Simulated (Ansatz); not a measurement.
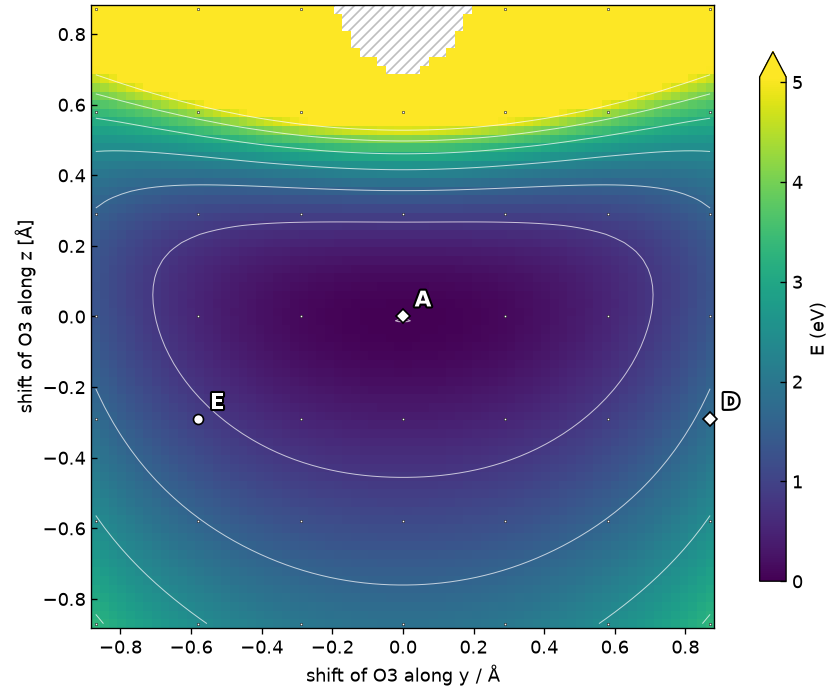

SnO2 (I4_1/amd, No. 141; 6 atoms in the cell). One atom moved over a plane, all else fixed (x along [1 0 0], y along [0 1 0], z along [0 0 1] of the conventional cell). First axis: shift of O3 along y. Second axis: shift of O3 along z. Nothing is relaxed (all other atoms fixed). The grid has 7 × 7 points; 27 points were computed and 21 follow by symmetry. At 1 point there is no value (left out of the scan, as a rule where atoms come close). Points are written as (first, second). Energies are in eV per cell, from the lowest grid point. The band gap closes in part of the range. Level of theory: DFT PBEsol, scalar-relativistic, plane waves, PAW (Ansatz 0.2.0). Settings: cutoff 420 eV, k-mesh 10×10×10, gaussian smearing 0.05 eV, no spin polarisation.

Drawn: a smooth colour map with a few white contour lines, dots at the grid points, one colour for all values above the top of the scale, hatched blanks where no value was computed, lettered points. Between grid points the surface is interpolated.

Is E the lowest point of the computed grid?

Answer. No. E lies 0.9 eV above the lowest grid point, which is at (0.00 Å, 0.00 Å).

What kind of point is each of A, E: minimum, saddle, maximum or slope?

Answer. A: minimum; E: on a slope. (In these two coordinates alone; a stationary point may lie a little off the grid point.)

PAW datasets: the set soft_1.
